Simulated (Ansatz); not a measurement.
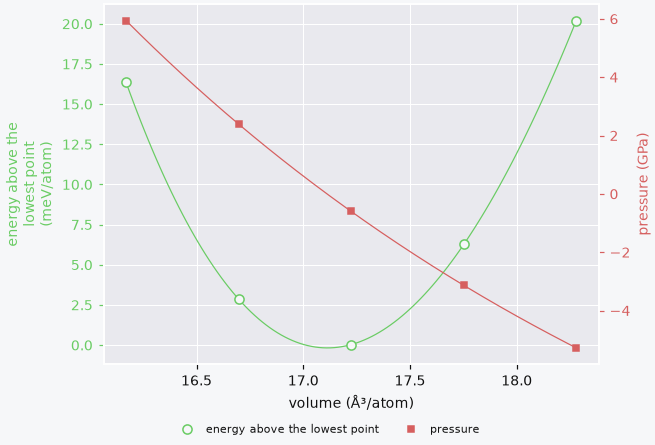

The picture above shows the energy above the lowest point and pressure against volume for SrO, space group Fm-3m (No. 225) (one of a set of cubic test structures, which need not be the stable phase).

Method: equation of state of a cubic crystal from periodic Kohn-Sham density functional theory without spin, third-order Birch-Murnaghan fit to the free energies; pressure corrected for the finite basis (Ansatz 0.2.0 development build). Level: HSE06.

structure type rock salt; atoms in cell 2; space group number 225; lattice centring face-centred primitive; k mesh 4×4×4; occupation method Fermi–Dirac; occupation width 0.05 eV; wave cutoff 420 eV; datasets soft-1 PAW; density tolerance 0 eV; bands 12; density cutoff ratio 4; search for lower states default; exchange singularity regularized.

What equilibrium volume and bulk modulus follow from the curve?

A third-order Birch–Murnaghan fit gives V0 = 17.11 Å³/atom, B0 = 92.3 GPa and B′ = 4.3.

How does the pressure vary with volume?

It falls from 5.9 GPa at volume 16.17 Å³/atom to −5.3 GPa at 18.28 Å³/atom, and changes sign near 17.12 Å³/atom.
